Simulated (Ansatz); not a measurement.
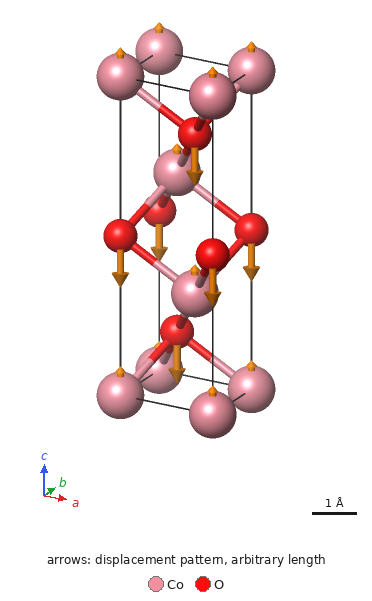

Normal modes of crystalline CoO at 1.02 times its rest volume, space group R-3m (No. 166), at the zone centre. The optical levels lie at 197, 283 (×2) cm⁻¹. One mode is drawn. The orange arrows give the relative displacements of the atoms. A ball-and-stick model of the conventional cell (3 times the calculation's cell), seen slightly off an axis. Lengths and directions refer to the drawn axes.

Theory: DFT PBE+U, scalar-relativistic, plane waves, PAW in Ansatz. Set-up: plane-wave cutoff 420 eV; k-point mesh 12 × 12 × 12; occupations gaussian; smearing width 0.02 eV; U Co 3.32 eV; collinear spin.

Frequencies are those without the non-analytic (LO–TO) term.

Which of these frequencies is the drawn mode's?

Answer. The level at 197 cm⁻¹. This is the A₂u mode, the lowest optical level, infrared-active by symmetry. The O sublattice moves against the Co sublattice, along c; the kinetic energy is shared as O 79 %, Co 21 %. Its infrared intensity is 12 (D/Å)²/amu.
